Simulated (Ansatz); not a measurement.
# MgO (Fm-3m):V_O, thermodynamic levels from a 54-atom cell

Charge states of V_O in MgO (Fm-3m), set against the band edges. Model: a cell of 54 host atoms with 1 O taken out.

Main program and level: Ansatz 0.2.0; place-levels on r2SCAN runs: charge-transition levels and formation energies with image-charge correction and potential alignment at the atomic sites; PAW set soft_1.

## (1) The structure

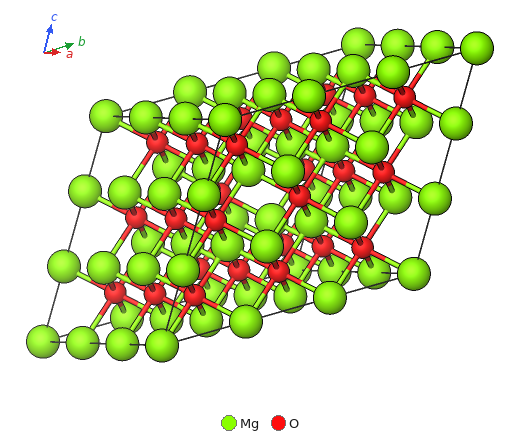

Start, viewed slightly off an axis; magnesium green, oxygen red. Bonds to atoms that aren't drawn are left out. Some periodic images of atoms are drawn too.

The cell holds 53 atoms: 27 Mg and 26 O. Cell: a = 9.059 Å, b = 9.059 Å, c = 9.059 Å, α = 60.0°, β = 60.0°, γ = 60.0°. It derives from MgO (space group Fm-3m). Nearest the centre at fractional (0.500, 0.500, 0.500): Mg46 at 2.14 Å, Mg50 at 2.14 Å, Mg34 at 2.14 Å, Mg28 at 2.14 Å, Mg44 at 2.14 Å, Mg32 at 2.14 Å, O29 at 3.02 Å, O12 at 3.02 Å.

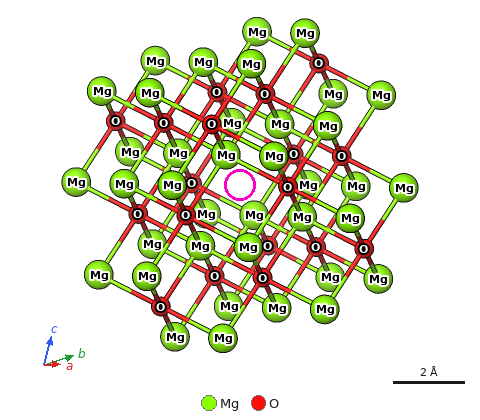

The atoms within 5 Å of the centre. A ring marks the centre wherever it is empty.

As a file:

```xyz
53
Lattice="0.0000 6.4059 6.4059 6.4059 0.0000 6.4059 6.4059 6.4059 0.0000" Properties=species:S:1:pos:R:3 pbc="T T T"
Mg    0.0000    0.0000    0.0000
O     2.1353    2.1353    2.1353
Mg    2.1353    2.1353    0.0000
O     4.2706    4.2706    2.1353
Mg    4.2706    4.2706    0.0000
O     6.4059    6.4059    2.1353
Mg    2.1353    0.0000    2.1353
O     4.2706    2.1353    4.2706
Mg    4.2706    2.1353    2.1353
O     6.4059    4.2706    4.2706
Mg    6.4059    4.2706    2.1353
O     8.5412    6.4059    4.2706
Mg    4.2706    0.0000    4.2706
O     6.4059    2.1353    6.4059
Mg    6.4059    2.1353    4.2706
O     8.5412    4.2706    6.4059
Mg    8.5412    4.2706    4.2706
O    10.6765    6.4059    6.4059
Mg    0.0000    2.1353    2.1353
O     2.1353    4.2706    4.2706
Mg    2.1353    4.2706    2.1353
O     4.2706    6.4059    4.2706
Mg    4.2706    6.4059    2.1353
O     6.4059    8.5412    4.2706
Mg    2.1353    2.1353    4.2706
O     4.2706    4.2706    6.4059
Mg    4.2706    4.2706    4.2706
Mg    6.4059    6.4059    4.2706
O     8.5412    8.5412    6.4059
Mg    4.2706    2.1353    6.4059
O     6.4059    4.2706    8.5412
Mg    6.4059    4.2706    6.4059
O     8.5412    6.4059    8.5412
Mg    8.5412    6.4059    6.4059
O    10.6765    8.5412    8.5412
Mg    0.0000    4.2706    4.2706
O     2.1353    6.4059    6.4059
Mg    2.1353    6.4059    4.2706
O     4.2706    8.5412    6.4059
Mg    4.2706    8.5412    4.2706
O     6.4059   10.6765    6.4059
Mg    2.1353    4.2706    6.4059
O     4.2706    6.4059    8.5412
Mg    4.2706    6.4059    6.4059
O     6.4059    8.5412    8.5412
Mg    6.4059    8.5412    6.4059
O     8.5412   10.6765    8.5412
Mg    4.2706    4.2706    8.5412
O     6.4059    6.4059   10.6765
Mg    6.4059    6.4059    8.5412
O     8.5412    8.5412   10.6765
Mg    8.5412    8.5412    8.5412
O    10.6765   10.6765   10.6765
```

Screening for the image-charge correction: ε∞ = 3.24, ε0 = 10.37, from a response run on this crystal (DFPT, PBEsol) at that run's own cell.

The relaxed host is scaled by +1.5 % along all axes; the dielectric constants are those of the unstrained host.

The cell's shortest repeat is 9.1 Å.

## (2) What was run first

A transition level is the Fermi level at which two charge states cost the same, so each charge needs its own total energy, at its own relaxed structure.

Random displacements of about 0.05 Å break the site symmetry at the start, so that the relaxation can reach a distorted minimum if there is one. Forces are taken at one point at (¼, ¼, ¼). The cell holds 1 electron more than the neutral one, with a uniform background that keeps it neutral on the whole. The electron count is odd, so at least one spin is unpaired; this run locks the moment at 1 μB.

The sampling was tested on the host first: at the k-points planned (1x1x1 shifted 0.25 0.25 0.25) its energy lies 0.019 eV an atom from the dense-mesh value, under the bound of 0.02 eV set for this test; that bounds the host's error, not the defect's.

One state's input; the others differ in charge, spin, start and seed, and in occupations where the table says so.

qm1_M1.relax/input.yaml

```yaml
crystal:
  lattice:
    - [0.0, 2.13530385, 2.13530385]
    - [2.13530385, 0.0, 2.13530385]
    - [2.13530385, 2.13530385, 0.0]
  atoms:
    - { symbol: Mg, position: [0.0, 0.0, 0.0] }
    - { symbol: O, position: [0.5, 0.5, 0.5] }
  supercell: [3, 3, 3]
  defects: [{ vacancy: 27 }]
total_charge: -1
basis:
  ecutwfc: 500
  xc_grid: 2
hamiltonian:
  xc: r2scan
  pseudopotentials: { kind: paw, azcp: { folder: soft_1 } }
kpoints:
  mp_grid: { grid: [1, 1, 1], shift: [0.25, 0.25, 0.25] }
magnetization:
  spin_polarized: true
  initial_magnetization: 1
  spin_locking: { lock_magnetization: hard }
scf:
  occupations: { method: fixed }
  max_iter: 60
output:
  forces: true
  charged_corrections: { epsilon: 3.24, static_epsilon: 10.37 }
relax:
  f_tol: 0.02
  max_steps: 80
  random_displacement: { amplitude: 0.05, seed: 772 }
checkpoint:
  write: "../qm1_M1.relax.run"
  compress: false
  write_wavefunctions: true
  write_every: 100000
```

Started as:

```
$ ansatz run input.yaml --threads 4 --pin off --max-ram 7536MiB --backend cpu --events-out ev --progress --plain --runs-dir out
```

The relaxed structure is kept and the sampling changed to a 2×2×2 shifted mesh.

The run of this state that the levels use, under r2SCAN:

qm1_M1.point/input.yaml

```yaml
crystal:
  checkpoint: "../qm1_M1.relax.run"
  host: checkpoint
total_charge: -1
basis:
  ecutwfc: 500
  xc_grid: 2
hamiltonian:
  xc: r2scan
  pseudopotentials: { kind: paw, azcp: { folder: soft_1 } }
kpoints:
  mp_grid: { grid: [2, 2, 2], shift: [0.5, 0.5, 0.5] }
magnetization:
  spin_polarized: true
  initial_magnetization: 1
  spin_locking: { lock_magnetization: hard }
scf:
  occupations: { method: fermi_dirac, width: 0.01 }
  max_iter: 60
output:
  forces: true
  eigenvalues: true
  charged_corrections:
    epsilon: 3.24
    static_epsilon: 10.37
    defect_position: [0.5, 0.5, 0.5]
  eigenstates: { localisation: true }
  populations: true
  efg: {}
checkpoint:
  read: "../qm1_M1.relax.run"
  write: "../qm1_M1.point.run"
  compress: false
  write_wavefunctions: false
  write_every: 100000
```

Relaxations under r2SCAN at one point at (¼, ¼, ¼); times on 4 threads of Arm Neoverse V1, shared host:

| charge | moment (μB) | occupations | outcome | steps | largest displacement against the far atoms (Å) | time |
| --- | --- | --- | --- | --- | --- | --- |
| −1 | 1 | fixed | converged | 5 | 0.02 | 2.7 min |
| 0 | 0 | fixed | converged | 4 | 0.03 | 55 s |
| +1 | 1 | fixed | converged | 4 | 0.11 | 2.3 min |
| +2 | 0 | fixed | converged | 5 | 0.20 | 65 s |

Single points under r2SCAN at a 2×2×2 shifted mesh; times on 4 threads of Arm Neoverse V1, shared host:

| charge | moment (μB) | occupations | outcome | time |
| --- | --- | --- | --- | --- |
| −1 | 1 | fermi-dirac | converged | 2.8 min |
| 0 | 0 | fermi-dirac | converged | 68 s |
| +1 | 1 | fermi-dirac | converged | 2.9 min |
| +2 | 0 | fermi-dirac | converged | 65 s |

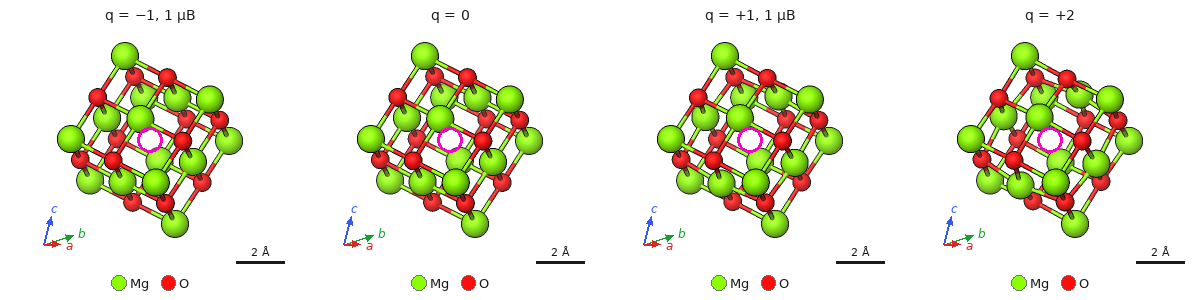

The structures near the centre after relaxation with r2SCAN, by charge. A ring marks the centre wherever it is empty.

Distances (Å) from the ideal centre to the nearest atoms after relaxation with r2SCAN:

| charge | moment (μB) | 1. | 2. | 3. | 4. | 5. | 6. |
| --- | --- | --- | --- | --- | --- | --- | --- |
| −1 | 1 | Mg 2.16 | Mg 2.16 | Mg 2.16 | Mg 2.16 | Mg 2.16 | Mg 2.16 |
| 0 | 0 | Mg 2.16 | Mg 2.16 | Mg 2.16 | Mg 2.16 | Mg 2.17 | Mg 2.17 |
| +1 | 1 | Mg 2.25 | Mg 2.25 | Mg 2.25 | Mg 2.25 | Mg 2.25 | Mg 2.25 |
| +2 | 0 | Mg 2.33 | Mg 2.33 | Mg 2.33 | Mg 2.34 | Mg 2.34 | Mg 2.34 |

## (3) place-levels, r2SCAN

A charged cell interacts with its images and the background, and its potential has another zero than the host's. place-levels removes the first by a point-charge model, screened by the static dielectric constant since the ions have relaxed around the charge, and the second by comparing potentials at atoms far from the defect.

The host is a run of the defect-free crystal in the same cutoffs, grids and k-points, so that basis and sampling errors cancel in part in the differences. The host is run in a cell of 2 atoms on a matching mesh. Its band edges are searched through the zone by a band path, so the gap is smaller than, or equal to, that on the mesh. Chemical potentials are energies per atom of O (O2 molecule), run with the same functional and cutoff.

levels.point.yaml

```yaml
host:
  run: host.point.run
states: [qm1_M1.point.run, q0.point.run, qp1_M1.point.run, qp2.point.run]
geometry_from:
  qm1_M1.point.run: qm1_M1.relax.run
  q0.point.run: q0.relax.run
  qp1_M1.point.run: qp1_M1.relax.run
  qp2.point.run: qp2.relax.run
chemical_potentials:
  O:
    energy: -565.989614
    dataset: <sha256 of the dataset>
epsilon: 3.24
static_epsilon: 10.37
vertical:
  - { from: qm1_M1.point.run, to: qm1_M1.point_neutral.run }
  - { from: qp1_M1.point.run, to: qp1_M1.point_neutral.run }
  - { from: qp2.point.run, to: qp2.point_neutral.run }
```

Started as:

```
$ ansatz place-levels levels.point.yaml -- --threads 4 --pin off --max-ram 7536MiB
```

Numbers of over 12 decimals in the logs are rounded to 6 here.

What it wrote:

```text
[... repeated set-up lines and file paths are left out, and long positions are rounded to six places ...]
(+2/+1) 1.716 eV above the valence edge, 3.519 eV under the conduction edge
(+1/0) 3.047 eV above the valence edge, 2.188 eV under the conduction edge
(0/-1) 5.277 eV above the valence edge (+6.478 eV without the band-filling correction), in the conduction band
formation energy of charge +2: +2.507 eV with the Fermi level at the valence edge
formation energy of charge +1: +4.223 eV with the Fermi level at the valence edge
formation energy of charge 0: +7.271 eV with the Fermi level at the valence edge
formation energy of charge -1: +12.547 eV with the Fermi level at the valence edge
vertical -1 to 0: no energy, since no alignment is typed
  the change from vertical[0].from (qm1_M1.point.run) to vertical[0].to (qm1_M1.point_neutral.run): by its potential at epsilon 3.24 it stands at 0.500 0.500 0.500, with an rms radius of about 4.3 Å (2.5 2.5 2.5 Å across the planes of the cell's vectors); [...]
vertical +1 to 0: no energy, since no alignment is typed
  the change from vertical[1].from (qp1_M1.point.run) to vertical[1].to (qp1_M1.point_neutral.run): by its potential at epsilon 3.24 it stands at 0.500 0.500 0.500, with an rms radius of about 1.2 Å (0.7 0.7 0.7 Å across the planes of the cell's vectors); [...]
vertical +2 to 0: no energy, since no alignment is typed
  the change from vertical[2].from (qp2.point.run) to vertical[2].to (qp2.point_neutral.run): by its potential at epsilon 3.24 it stands at 0.500 0.500 0.500, with an rms radius of about 1.4 Å (0.8 0.8 0.8 Å across the planes of the cell's vectors); [...]
  edges by r2scan, gap 5.235 eV; the host is sampled to repeats of 18.12 Å
  the defect's cells are sampled to repeats of 18.12 Å, like sampling
  charge +2: -66900.0123 eV with its correction of +0.667 eV, at epsilon 10.37, aligned at sites: -0.1634 eV, mean over 21 atomic sites at or beyond 4.53 Å from the defect at [0.5000, 0.5000, 0.5000], with -0.000000 for the charge's moments and without [...]
  charge +1: -66891.1446 eV with its correction of +0.095 eV, at epsilon 10.37, aligned at sites: -0.1538 eV, mean over 21 atomic sites at or beyond 4.53 Å from the defect at [0.5000, 0.5000, 0.5000], with +0.000000 for the charge's moments and without [...]
  charge 0: +0.000 eV for its dipole among its images, +0.000 omitted
  charge -1: -66867.3160 eV with its correction of +0.353 eV, at epsilon 10.37, aligned at sites: -0.1050 eV, mean over 21 atomic sites at or beyond 4.53 Å from the defect at [0.5000, 0.5000, 0.5000], with +0.000000 for the charge's moments and without [...]
  of states[3] (qp2.point.run): its alignment with the host at atomic sites is doubtful: the cell is too small to show whether the defect's potential has decayed: take a larger one
  of states[2] (qp1_M1.point.run): its alignment with the host at atomic sites is doubtful: the cell is too small to show whether the defect's potential has decayed: take a larger one; stability_check_not_made
  of states[1] (q0.point.run): its alignment with the host at atomic sites is doubtful: the cell is too small to show whether the defect's potential has decayed: take a larger one
  of states[0] (qm1_M1.point.run): it parts from the run at its places by a charge that spreads by about 2.5 Å along one vector (1.3 Å or more is wide), by its potential at epsilon 3.24, taken for that of held ions (one typed too small widens it), where the [...]
  of vertical[0].from (qm1_M1.point.run): its moments are held at its close (magnetization.spin_locking), by a field of 0.175 eV a Bohr magneton, and its energy and levels are of the state that this holds: a run that lets them go can end lower; [...]
  of vertical[1].from (qp1_M1.point.run): stability_check_not_made
```

Run time: 0.48 s. Hardware: 4 threads of Arm Neoverse V1, shared host.

Levels between the charges placed, in eV above the valence top:

|  | gap (eV) | (+2/+1) | (+1/0) | (0/−1) |
| --- | --- | --- | --- | --- |
| r2SCAN | 5.23 | 1.72 | 3.05 | 5.28 |

Corrections by state:

| charge | moment (μB) | image terms and alignment (eV) | band filling (eV) | ε used | over the lowest of its charge, as the program ranks them, band filling apart (eV) |
| --- | --- | --- | --- | --- | --- |
| +2 | 0.0 | 0.667 | - | 10.37 | 0.000 |
| +1 | 1.0 | 0.095 | - | 10.37 | 0.000 |
| 0 | 0.0 | 0.000 | - | - | 0.000 |
| −1 | 1.0 | 0.353 | -1.201 | 10.37 | 0.000 |

The charged structures listed were also run neutral, and place-levels reads from each pair, by the potential or the spins, how wide the charge is by which they differ; that can be the carrier of either run.

| charge | rms radius (Å) | spread where it is widest against the cell (Å) | wide from (Å) | reading |
| --- | --- | --- | --- | --- |
| +2 | 1.4 | 0.80 | 1.28 | narrow |
| +1 | 1.2 | 0.71 | 1.28 | narrow |
| −1 | 4.3 | 2.51 | 1.28 | wide |

The neutral runs of these pairs need not share the spin of the lowest neutral state, and very wide values only mean spread over the cell.

From the program's caveats on the states, each cut to its opening words:

- charge +2, +1 (1 μB), 0, −1 (1 μB): its alignment with the host at atomic sites is doubtful: the cell is too small to show whether the defect's potential has decayed: take a larger one
- charge +1 (1 μB), −1 (1 μB): flagged: stability check not made
- charge −1 (1 μB): it parts from the run at its places by a charge that spreads by about 2.5 Å along one vector (1.3 Å or more is wide), by its potential at epsilon 3.24, taken [...]
- charge −1 (1 μB): a band-filling correction moves a carrier to the host's band edge, which changes its energy by -1.201 eV
- charge −1 (1 μB): the host's ions (past the first shell or, of a walk that freed a part, those that it held) aren't shown at rest: they stand up to 0.011 Å off their sites, 0.21 [...]
- charge −1 (1 μB): its moments are held at its close (magnetization.spin_locking), by a field of 0.175 eV a Bohr magneton, and its energy and levels are of the state that this [...]

Chemical potentials of the elements' reference phases, run alike. Formation energy by charge state (elemental references; gap 5.23 eV):

| charge | at valence top (eV) | at conduction bottom (eV) | correction included (eV) |
| --- | --- | --- | --- |
| +2 | 2.51 | 12.98 | 0.67 |
| +1 | 4.22 | 9.46 | 0.09 |
| 0 | 7.27 | 7.27 | 0.00 |
| −1 | 12.55 | 7.31 | -0.85 |

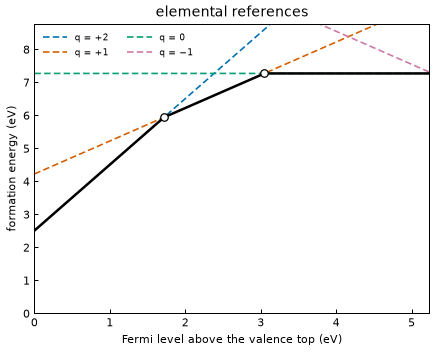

Formation energy against Fermi level; the thick line follows the lowest charge state and circles mark the transition levels.

The charge transition levels (eV, zero at the valence-band top of the host):

|  | conduction bottom | valence top |
| --- | --- | --- |
| V_O | 5.23 | 0.00 |

|  | level | energy (eV) |
| --- | --- | --- |
| V_O | (+2/+1) | 1.72 |
| V_O | (+1/0) | 3.05 |
| V_O | (0/−1) | 5.28 |

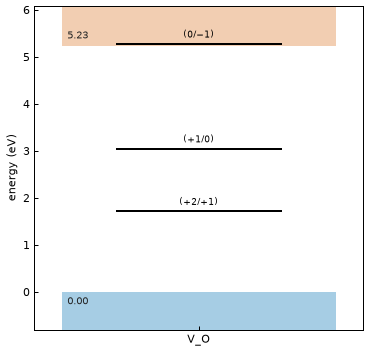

Charge transition levels. Shaded: valence and conduction bands.

## (4) Effect of the sampling

The relaxations' own energies give the levels at their sampling, for comparison.

levels.relax_mesh.yaml

```yaml
host:
  run: host.relax.run
states: [qm1_M1.relax.run, q0.relax.run, qp1_M1.relax.run, qp2.relax.run]
chemical_potentials:
  O:
    energy: -565.989614
    dataset: <sha256 of the dataset>
```

Started as:

```
$ ansatz place-levels levels.relax_mesh.yaml -- --threads 4 --pin off --max-ram 7536MiB
```

What it wrote:

```text
(+2/+1) 1.520 eV above the valence edge, 3.697 eV under the conduction edge
(+1/0) 2.828 eV above the valence edge, 2.388 eV under the conduction edge
[...]
formation energy of charge +2: +2.515 eV with the Fermi level at the valence edge
formation energy of charge +1: +4.034 eV with the Fermi level at the valence edge
formation energy of charge 0: +6.863 eV with the Fermi level at the valence edge
formation energy of charge -1: +12.128 eV with the Fermi level at the valence edge
  edges by r2scan, gap 5.216 eV; the host is sampled to repeats of 9.06 Å
[... the lines on each state left out ...]
```

Wall time 0.14 s (4 threads).

Levels between neighbouring charges, in eV above the valence top:

|  | gap (eV) | (+2/+1) | (+1/0) | (0/−1) |
| --- | --- | --- | --- | --- |
| one point at (¼, ¼, ¼) | 5.22 | 1.52 | 2.83 | 5.26 |
| a 2×2×2 shifted mesh | 5.23 | 1.72 | 3.05 | 5.28 |

Going from one point at (¼, ¼, ¼) to a 2×2×2 shifted mesh moves the levels that carry no band-filling term by up to 0.22 eV and formation energies against the elements by up to 0.42 eV; band-filling terms, which differ between samplings, are in these energies.

## (5) Summary of results

```json
{"gap of the host": "5.23 eV (r2SCAN)", "level (plus 2/plus 1)": "1.72 eV above the valence top", "level (plus 1/0)": "3.05 eV above the valence top", "level (0/minus 1)": "5.28 eV above the valence top, past the conduction bottom (6.48 eV above the valence top without the band-filling term)", "lowest of the charges placed, just above the valence top (0.02 eV)": "+2", "lowest of the charges placed, just below the conduction bottom (0.02 eV)": "0", "lowest formation energy at mid-gap of the charges run, elemental references": "6.84 eV"}
```

Of the charges placed (−1, 0, +1 and +2), the lowest changes at 1.72 eV (+2/+1) and 3.05 eV (+1/0) above the valence top, in a gap of 5.23 eV. Charges above +2 were not placed, so these runs say nothing of levels that involve them. States placed: +2 at 0 μB; +1 at 1 μB; 0 at 0 μB; −1 at 1 μB. Other spin states or structures, where not listed, weren't placed. The program finds carriers beyond a band edge of the host and adds a band-filling term at charge −1 (-1.20 eV); steps to such a charge show no bound level, and a defect level inside a band would be read the same way. Going from one point at (¼, ¼, ¼) to a 2×2×2 shifted mesh moves the levels that carry no band-filling term by up to 0.22 eV and formation energies against the elements by up to 0.42 eV; band-filling terms, which differ between samplings, are in these energies. The program doubts the alignment of potentials for at least one state, a sign that the cell is small. What this leaves open: r2SCAN makes the gap too small and tends to spread out bound carriers; where a gas molecule sets a chemical potential or the host's formation energy, its binding is uncorrected; force components of up to 0.27 eV/Å remain in a run at the final settings.

[Logs are printed without paths, hosts, clocks, repeated set-up lines and the standing remarks that a program may print on its own settings, such as how far it seeks lower states.]

[Hosts, paths, dates, database ids (printed as entryN), source tags and the programs' standing remarks are cut or masked in the printed files.]

[Where a table of states has a column of steps, it counts the stored structures, which are thinned; the runs took as many ionic steps or more.]

[A defect's name tells the site on which it was built; relaxed atoms can leave that site.]

[For some hosts the program warned that the k-mesh of the response run may be too coarse for force constants and the static dielectric constant; such warnings are not shown here.]
